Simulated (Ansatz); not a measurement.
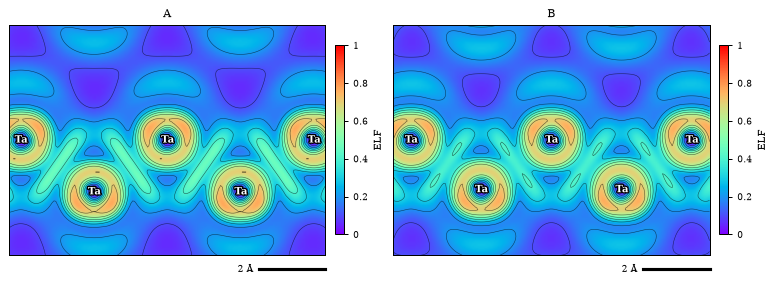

Ta. The electron localisation function of two cells that differ in size, on the (101̄) plane of each (indices in the axes of the calculation cell), at one length scale and on one colour scale; one has 26.3 and the other 29.9 Å³ an atom.

Computed with Ansatz 0.2.0, DFT, BLYP, plane waves (420 eV) with PAW, scalar-relativistic.

The larger cell:

```
Ta
1.0
     0.00000    3.10270    3.10270
     3.10270    0.00000    3.10270
     3.10270    3.10270    0.00000
Ta
2
Direct
  0.12500 0.12500 0.12500
  0.87500 0.87500 0.87500
```

The smaller cell: a = 4.205 Å, b = 4.205 Å, c = 4.205 Å, α = 60.00°, β = 60.00°, γ = 60.00°.

Q: Which is the denser cell? Describe the effect of the change.

A: Panel B is the smaller cell, by 12 % in volume. From the larger cell to the smaller, Ta–Ta goes from 2.69 to 2.57 Å, and the density at its midpoint from 0.46 to 0.53 e/Å³, the ELF there from 0.45 to 0.40; the pressure goes from 0.0 to 10 GPa.
